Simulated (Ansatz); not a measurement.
# Single-point calculation of Ir

The run: single-point calculation of Ir (1 atom in the cell). Method and program: DFT PBEsol, scalar-relativistic, plane waves, PAW, no spin polarisation (Ansatz 0.2.0).

The structure derives from an entry of the Crystallography Open Database. It belongs to a series of runs on one base structure; here: bulk in the cell of the (1 1 1) plane. Figures and captions count atoms from 1; the log counts them from 0 in places.

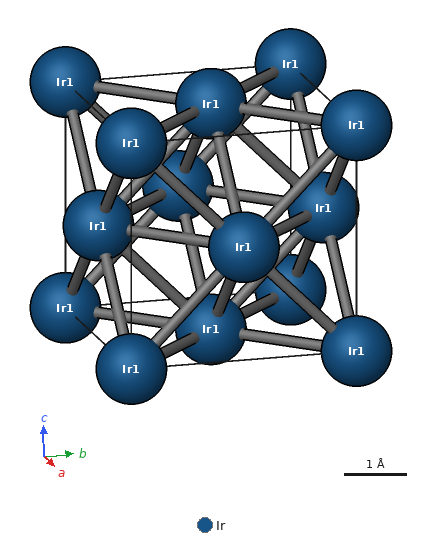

*The structure (ball-and-stick view of the cell 4 times as large as that of the calculation, set on its symmetry axes, seen slightly off an axis; atoms are numbered from 1 in the order of the input). An atom can appear more than once, as a periodic image.*

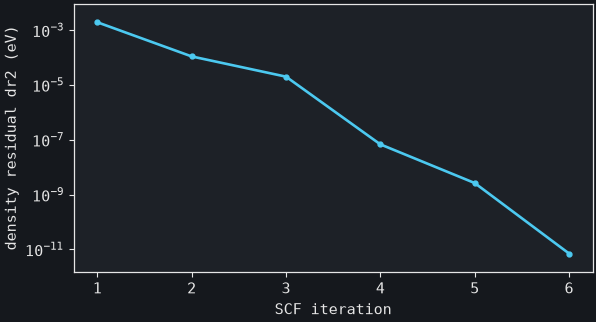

*Convergence of the self-consistent field: density residual dr2 against the SCF iteration.*

The residual falls at every step.

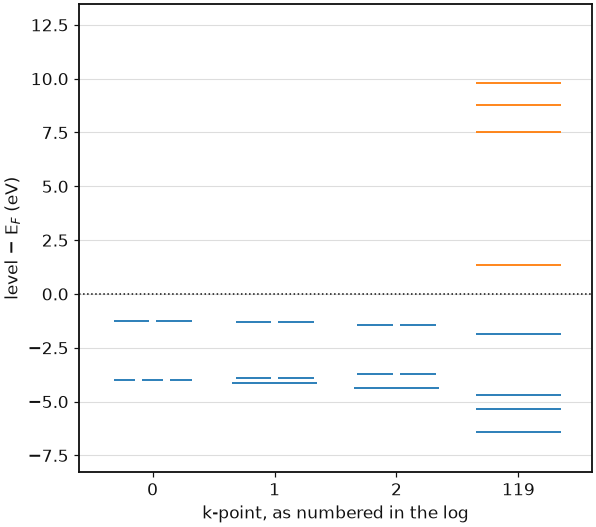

*Kohn–Sham levels near the Fermi level (dotted) at the few k-points that the log prints; levels within 0.02 eV of each other stand side by side.*

The system is metallic on the full mesh.

The input and output of the run follow.

## The input
```yaml
crystal:
  lattice:
    - [2.7083818991, 0.0, 0.0]
    - [-1.3541909495, 2.3455275278, 0.0]
    - [1.3541909495, 0.7818425093, 2.2113845605]
  atoms:
    - { symbol: Ir, position: [0.0, 0.0, 0.0] }
basis:
  ecutwfc: 420
kpoints:
  mp_grid: { grid: [15, 15, 15] }
hamiltonian:
  xc: pbesol
scf:
  occupations: { method: gaussian, width: 0.1 }
output:
  forces: true
  stress: true
  eigenvalues: true
```

Launch command:
```bash
ansatz run input.yaml --threads 2 --pin off --max-ram 5120MiB --backend cpu --events-out ev --progress --plain --runs-dir out
```

## Log
```
Engine: ansatz 0.2.0, x86_64-unknown-linux-gnu
Pseudopotentials: kind: paw
Pseudopotential: Ir, paw, valence charge 17, recommended cutoff 420 eV (normal), Ir.paw.azcp
Functional definition: PBEsol
  exchange = pbesol_x
  correlation = pbesol_c
Crystal: 1 atoms, lattice volume = 14.048 Å³
Basis set: ecut = 420 eV, 283 PW (Γ), exchange–correlation on 40×40×40 points (8 copies of the dense FFT grid, shifted against one another)
Bands: 13, of which v1, the nominal top of the filled ones, is band 9 counted from 1 (8 counted from 0)
Symmetry: 48 space group operations
Space group: Fm-3m (ITA 225), of the structure as read, at distance tolerance 2.4e-5 Å
k-points: 120 of 3375
Non-local potential: Ir, projectors of the file, l = 0: 3, l = 1: 2, l = 2: 2, l = 3: 1
PAW form: soft (Blöchl's): semilocal exchange-correlation on the pseudo side does not see the compensation charge
PAW frozen core: Ir, regenerated for the run's functional, and the local potential with it (the file was generated under x = pbe(κ = 0.804, μ = 0.2195149727645171), c = pbe(β = 0.06672455060314922))
PAW one-centre angular grid: Ir, 590 points (default); XC on 64 Gauss nodes
Initial density: superposition of atomic densities (neutral atoms: chi_scale 0, normalization atom), corrected by the library's trained network
Initial wavefunctions: pseudopotential atomic-orbital guess
Functional: x = pbesol(κ = 0.804, μ = 0.12345679012345678), c = pbesol(β = 0.046)
SCF iter   1: F=—  HF=-11799.043213 eV  |F-HF|=—  |Δ(HF+E_count)|=         —  Δρ=5.61e-3  dr2=1.94e-3  ethr=1.77e-3  ⟨swp⟩=5.0  Hψ=7853  notcnv=0
preconditioner: auto → none  [metal: Δε(μ)=0.026 eV  Ē_g=14.294 eV  σ=0.100 eV  W_gap=0.14  n_scr=0 (ndim 8)  ℏωp=29.7 eV  f_vac=0.000  D(μ)=1.03/eV (n_scr^D=14)]
SCF iter   2: F=—  HF=-11799.042697 eV  |F-HF|=—  |Δ(HF+E_count)|=   5.16e-4  Δρ=2.30e-3  dr2=1.10e-4  ethr=1.14e-5  ⟨swp⟩=2.4  Hψ=3239  notcnv=0
SCF iter   3: F=—  HF=-11799.042817 eV  |F-HF|=—  |Δ(HF+E_count)|=   1.20e-4  Δρ=9.99e-4  dr2=2.01e-5  ethr=6.48e-7  ⟨swp⟩=1.1  Hψ=1536  notcnv=0
SCF iter   4: F=—  HF=-11799.042845 eV  |F-HF|=—  |Δ(HF+E_count)|=   2.80e-5  Δρ=4.05e-5  dr2=6.82e-8  ethr=1.19e-7  ⟨swp⟩=2.1  Hψ=2048  notcnv=0
iter 5 did not close the SCF: its close was put off for the readings that it lacked (scf_convergence_deferred on its scf_iter line)
SCF iter   5: F=-11799.042845 eV  HF=-11799.042845 eV  |F-HF|=1.98e-9  |Δ(HF+E_count)|=   2.54e-8  Δρ=4.50e-6  dr2=2.65e-9  ethr=4.01e-10  ⟨swp⟩=2.7  Hψ=2538  notcnv=0
SCF iter   6: F=-11799.042845 eV  HF=-11799.042845 eV  |F-HF|=7.28e-12  |Δ(HF+E_count)|=  9.39e-10  Δρ=4.32e-7  dr2=7.12e-12  ethr=1.56e-11  ⟨swp⟩=2.8  Hψ=4910  notcnv=0
SCF 1 converged in 6 iterations: F = -11799.042845 eV  dr2 = 7.12e-12
  greatest PAW one-centre occupation: 1.000 electrons in one spin orbital (limit 2), on the Ir atom at site 0 (counted from 0), in its partial waves of l = 0
SCF converged after 6 iterations
Free energy (F): -11799.042845 eV
Harris-Foulkes:  -11799.042845 eV  (|F-HF|=7.28e-12)
Internal energy: -11799.037731 eV  (E = F + TS)
E sigma→0 (E₀):  -11799.040288 eV
Entropy (-TS):   -0.005114 eV (-5.114 meV/atom)
Fermi energy:    25.943716 eV
--- Per-component energies (eV) ---
  E_band       = -82.183989
  E_kinetic    = 623.470338
  E_local      = -1057.924423  (includes V_loc(G=0)·N_el)
  E_nonlocal   = 75.793684
  E_hartree    = 405.453093
  E_xc         = -266.681867
  E_vxc        = -299.937811  (∫ρ·V_xc dr)
  E_paw        = -9088.716179  (= ΣΔE_a)
  E_vpaw       = -234.492080  (= ΣTr[D̂ρ^β])
  E_aug_tail   = 0.000051  (compensation charges beyond the density's cutoff)
  E_ewald      = -2490.697712
  E_core_change = 0.265285  (= ΣΔE_core)
  E_smearing   = -0.005114  (= −TS)
  E_closure    = 0.000000  (closes the sum)
  Σ components = -11799.042845   (vs F -11799.042845, Δ=0.00e0)
--- Forces (eV/Å), atoms counted from 1 ---
  atom   1  Ir    -0.00000000     0.00000000     0.00000000
  max |Σ_I F_I| component: 1.03e-33 eV/Å
--- Stress (GPa, compression-positive) ---
       -0.087092      -0.000000       0.000000
       -0.000000      -0.087092       0.000000
       -0.000000       0.000000      -0.087092
  P = ⅓ Tr σ = -0.0871 GPa (-0.871 kbar)
--- Band table (eV; the first three rows and the last of 120) ---
  k-point 0: bands = ["-67.0391", "-23.4802", "-23.4802", "-23.4802", "14.6255", "21.9340", "21.9340", "21.9340", "24.6821", "24.6821", "39.4284", "44.9690", "44.9690"]
  k-point 1: bands = ["-67.0362", "-23.5168", "-23.4852", "-23.4852", "14.8258", "21.8261", "22.0201", "22.0201", "24.6253", "24.6253", "39.7760", "44.0761", "45.3037"]
  k-point 2: bands = ["-67.0279", "-23.6195", "-23.4993", "-23.4993", "15.3952", "21.5705", "22.2290", "22.2290", "24.5233", "24.5233", "40.6818", "42.4235", "46.2690"]
  k-point 119: bands = ["-66.9487", "-24.0373", "-24.0006", "-23.7795", "19.5325", "20.5881", "21.2591", "24.1042", "27.2771", "33.4499", "34.7035", "35.7344", "39.4649"]
```

## Summary

- outcome: converged
- space group (tolerance 0.01 Å): Fm-3m (225)
- electrons treated: 17
- free energy: −11799.0428 eV
- Fermi energy: 25.944 eV
- gap on the k-point mesh: none (metallic)
- pressure: −0.09 GPa
- largest force (length of the vector): under 0.001 eV/Å
- hardware: 2 threads of Intel Xeon @ 2.90GHz (Ice Lake), 192 GiB of memory available, shared host
- wall time: 0.89 s (CPU time 1.4 s)
- peak memory: 0.33 GiB

## Remarks

Spin–orbit coupling is left out, which matters for Ir.
